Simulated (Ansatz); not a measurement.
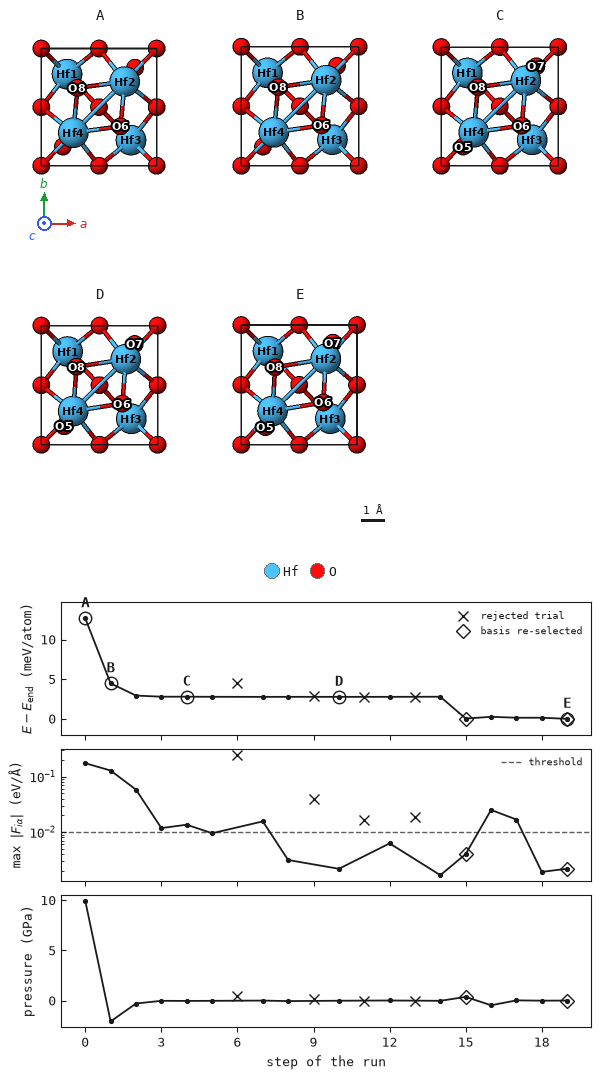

Frames of a relaxation of a crystal of HfO2 (set up in P2_12_12), marked on the history of the run. Style: ball-and-stick. Shown: the cell of the calculation, along the c axis.

The run lets cell and atoms move.

Level of theory: Ansatz, Kohn-Sham DFT of a periodic cell, PBE, Ansatz PAW.

Input
```yaml
crystal:
  lattice:
    - [5.0803194, 0.0, 0.0]
    - [0.0, 5.16486745, 0.0]
    - [0.0, 0.0, 4.89088365]
  atoms:
    - { symbol: Hf, position: [0.22259082, 0.78179958, 0.27206794] }
    - { symbol: Hf, position: [0.72259082, 0.71820042, 0.72793206] }
    - { symbol: Hf, position: [0.77740918, 0.21820042, 0.27206794] }
    - { symbol: Hf, position: [0.27740918, 0.28179958, 0.72793206] }
    - { symbol: O, position: [0.18681532, 0.16364878, 0.10453462] }
    - { symbol: O, position: [0.68681532, 0.33635122, 0.89546538] }
    - { symbol: O, position: [0.81318468, 0.83635122, 0.10453462] }
    - { symbol: O, position: [0.31318468, 0.66364878, 0.89546538] }
    - { symbol: O, position: [0.0, 0.5, 0.48905445] }
    - { symbol: O, position: [0.5, 0.0, 0.51094555] }
    - { symbol: O, position: [0.0, 0.0, 0.57562499] }
    - { symbol: O, position: [0.5, 0.5, 0.42437501] }
hamiltonian:
  xc: pbe
  pseudopotentials: { kind: paw }
kpoints:
  mp_grid: { grid: [5, 5, 6] }
scf:
  occupations: { method: fermi_dirac, width: 0.05 }
output:
  forces: true
  stress: true
  eigenvalues: true
relax:
  f_tol: 0.01
  max_steps: 40
  cell: { stress_tol: 0.05 }
```

Launched with:
```bash
ansatz run input.yaml --threads 4 --pin off --max-ram 11264MiB --backend cpu --events-out ev --progress --plain --runs-dir out
```

Describe the path.

The largest moves relative to the cell, 0.14 Å, are those of O atoms. Largest moves by element: O 0.14 Å, Hf 0.04 Å. Cell: a 5.080 → 5.096 Å (+0.3 %), b 5.165 → 5.274 Å (+2.1 %), c 4.891 → 4.978 Å (+1.8 %). Volume +4.3 %. Near-neighbour distances that change, for instance: Hf–O 2.253 → 2.423 Å, Hf–Hf 3.193 → 3.286 Å, Hf–Hf 3.423 → 3.485 Å, Hf–O 2.150 → 2.195 Å. Bond angles that change, for instance: Hf–O–Hf 120.7° → 114.4°, Hf–O–Hf 128.0° → 133.6°, Hf–O–Hf 114.2° → 109.3°. The space group stays P2_12_12 (No. 18). Over 13 accepted moves (19 points after the start) the energy falls by 12.7 meV per atom. The largest force component goes from 0.17 to 0.0022 eV/Å. Pressure: 9.95 GPa at the start and 0.01 GPa at the end. The line search rejected the trial steps at points 6, 9, 11, 13 of the run. The SCF was repeated twice at an unchanged geometry on a basis and grid sized afresh for the cell, which shifted the energy by 2.8 meV per atom at most. From step 0 to 1: O atoms move most (0.02 Å), volume +4.8 %, energy −8.2 meV per atom. From step 1 to 4: O atoms move most (0.02 Å), volume −1.0 %, energy −1.7 meV per atom. From step 4 to 10: O atoms move most (0.06 Å), volume +0.1 %, energy 0.0 meV per atom. From step 10 to 19: O atoms move most (0.07 Å), volume +0.3 %, energy −2.8 meV per atom.
